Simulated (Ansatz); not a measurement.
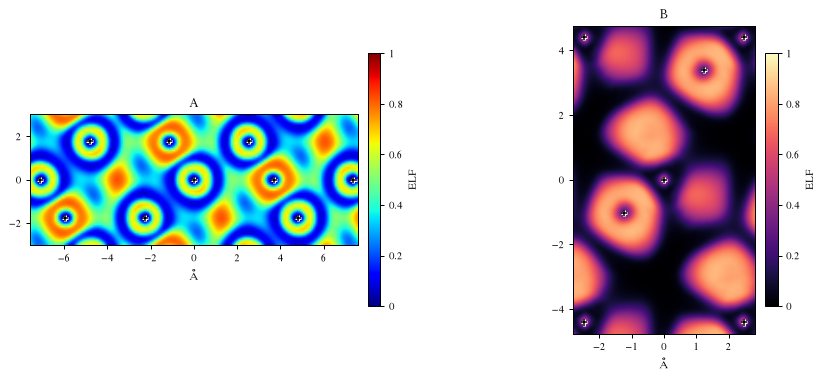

The electron localisation function of 2 systems, each on a plane through atoms (crosses mark nuclei in the plane).

The calculation used DFT r2SCAN, scalar-relativistic, plane waves, PAW in Ansatz.

System 1: Ti₂C, the (110) plane of the conventional cell. Space group R-3m; a structure from a database of computed crystals, not necessarily the ambient phase; computed without spin polarisation.

System 2: SiO₂, the (011) plane of the conventional cell. Space group I-42d.

```cif
data_structure
_symmetry_space_group_name_H-M 'P 1'
_symmetry_Int_Tables_number 1
_cell_length_a 4.9465
_cell_length_b 4.9465
_cell_length_c 7.3127
_cell_angle_alpha 90.000
_cell_angle_beta 90.000
_cell_angle_gamma 90.000
_cell_volume 178.93
loop_
_atom_site_label
_atom_site_type_symbol
_atom_site_fract_x
_atom_site_fract_y
_atom_site_fract_z
_atom_site_occupancy
Si1 Si 0.00000 0.00000 0.00000 1
Si2 Si 0.50000 0.50000 0.50000 1
Si3 Si 0.00000 0.50000 0.25000 1
Si4 Si 0.50000 0.00000 0.75000 1
O1 O 0.25000 0.59817 0.37500 1
O2 O 0.75000 0.09817 0.87500 1
O3 O 0.09817 0.25000 0.12500 1
O4 O 0.59817 0.75000 0.62500 1
O5 O 0.75000 0.40183 0.37500 1
O6 O 0.25000 0.90183 0.87500 1
O7 O 0.40183 0.25000 0.62500 1
O8 O 0.90183 0.75000 0.12500 1
```

### Match each panel to its system.

Panel A is system 1, Ti₂C: the plane holds Ti and C. Ti–C (2.11 Å): the ELF peaks at about 0.80 in the valence shell of C, 0.7 Å from its nucleus, and is about 0.25 at the midpoint. Panel B is system 2, SiO₂: the plane holds Si and O. Si–O (1.61 Å): the ELF peaks at about 0.85 between the atoms: a polar covalent bond.
